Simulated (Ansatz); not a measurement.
Cu

Input file:

```
crystal:
  lattice:
    - [0.0, 2.6927556979, 2.6927556979]
    - [2.6927556979, 0.0, 2.6927556979]
    - [2.6927556979, 2.6927556979, 0.0]
  atoms:
    - { symbol: Cu, position: [0.125, 0.125, 0.125] }
    - { symbol: Cu, position: [0.875, 0.875, 0.875] }
hamiltonian:
  xc: r2scan
  pseudopotentials:
    kind: paw
    azcp:
      Cu: "pseudopotentials/Cu.paw.azcp"
basis:
  ecutwfc: 500
  fft_grid_basis: typed
kpoints:
  mp_grid: { grid: [12, 12, 12], shift: [0, 0, 0] }
magnetization:
  spin_polarized: false
scf:
  occupations: { method: fermi_dirac, width: 0.1 }
  lower_state_search: "off"
output:
  stress: true
  write_density: true
  write_potential: true
  elf: true
  volumetric_format: npy
```

Run with:

```sh
ansatz run input.yaml --threads 1 --pin off --max-ram 3584MiB --backend cpu --events-out ev --progress --plain --runs-dir out
```

Below, planes, directions and counts refer to the conventional cell (a = 5.39 Å, b = 5.39 Å, c = 5.39 Å, α = 90.00°, β = 90.00°, γ = 90.00°).

Space group Fd-3m; set up as Cu, diamond; a generated structure, not necessarily the stable one; changed on purpose from its base cell (volume × 1.08); computed pressure about −4 GPa in this cell; computed without spin polarisation.

All numbers below come from DFT, r2SCAN, plane waves (500 eV) with PAW, scalar-relativistic (Ansatz).

What can the converged valence pseudo-density and electron localisation function tell about the bonding?

Answer. Cu–Cu (2.33 Å): the density is about 0.39 e/Å³ at the midpoint; the ELF is about 0.20 at the midpoint (no shared electron pair shows on this line).

Metal or insulator at this level of theory?

Answer. It is gapless in this calculation (a metal or semimetal).

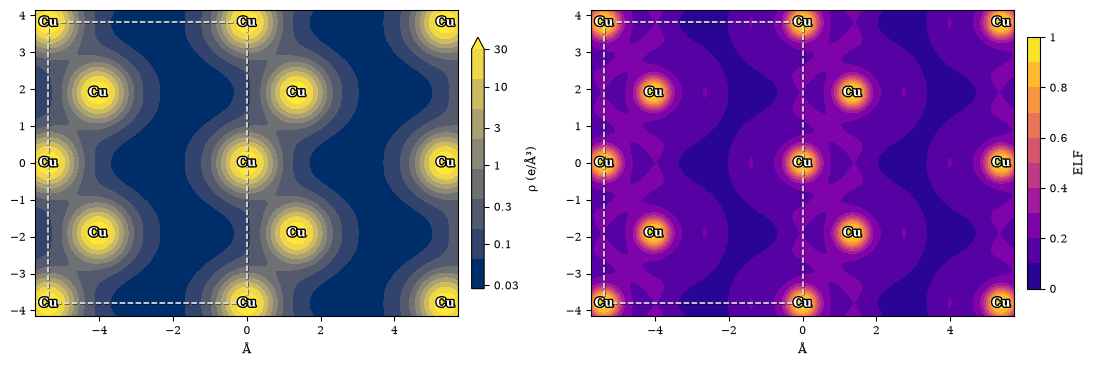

Computed valence pseudo-density and electron localisation function on the (011) plane of the conventional cell, in this order. 
